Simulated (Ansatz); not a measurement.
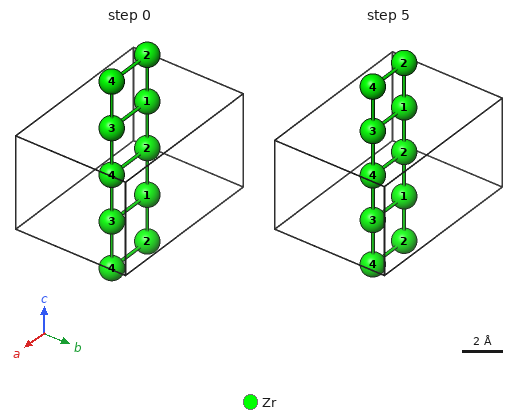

The structure of a wire of composition Zr before (left) and after (right) a relaxation, at one scale.

The picture is a ball-and-stick view of the cell of the calculation, with the vacuum cut short, seen from a free direction.

Case: ladder chain of atoms.

Theory: DFT PBE, scalar-relativistic, plane waves, PAW (Ansatz).

The input:
```yaml
crystal:
  lattice:
    - [12.0, 0.0, 0.0]
    - [0.0, 9.3, 0.0]
    - [0.0, 0.0, 5.7620566408]
  atoms:
    - { symbol: Zr, position: [0.373955011, 0.5, 0.0], spin: 1.5 }
    - { symbol: Zr, position: [0.373955011, 0.5, 0.5], spin: 1.5 }
    - { symbol: Zr, position: [0.626044989, 0.5, 0.0], spin: 1.5 }
    - { symbol: Zr, position: [0.626044989, 0.5, 0.5], spin: 1.5 }
basis:
  ecutwfc: 420
kpoints:
  mp_grid: { grid: [1, 1, 11] }
hamiltonian:
  xc: pbe
scf:
  occupations: { method: gaussian, width: 0.05 }
output:
  forces: true
  stress: true
  eigenvalues: true
  populations: true
  write_density: true
  write_potential: true
  elf: true
  volumetric_format: npy
magnetization:
  spin_polarized: true
relax:
  adjacent_minimum: "off"
  f_tol: 0.01
  max_steps: 45
  cell: { fix: [a, b, alpha, beta, gamma], stress_tol: 0.03 }
```

Launched with:
```bash
ansatz run input.yaml --threads 2 --pin off --max-ram 5120MiB --backend cpu --events-out ev --progress --plain --runs-dir out
```

Describe what moved and what it gained.

Answer. After 3 accepted moves (5 points after the start) the energy has fallen by 0.512 eV per cell of the calculation. The largest force component goes from 0.85 to 0.00051 eV/Å. The line search rejected the trial step at point 2 of the run. The SCF was repeated once at an unchanged geometry on a basis and grid sized afresh for the cell, which shifted the energy by 0.4 meV per cell of the calculation at most. The largest moves relative to the layer's centre, 0.18 Å, are those of Zr1, Zr2, Zr3 and Zr4. Along the periodic axis the drawn cell goes c 5.762 → 5.489 Å (−4.7 %). Among the contacts that change: Zr1–Zr3 3.025 → 2.669 Å, Zr1–Zr2 2.881 → 2.745 Å. The program noted that the starting moments weren't kept. The run may lie on a higher electronic state than the lowest, so the end point isn't shown to be the ground-state structure. Cost: 2.1 min on 2 threads of Intel(R) Xeon(R) Platinum 8375C CPU @ 2.90GHz (Ice Lake), on a shared host, peak memory 0.98 GiB.

Limits of the set-up: the k-point mesh is coarse for a cell with partly filled bands.
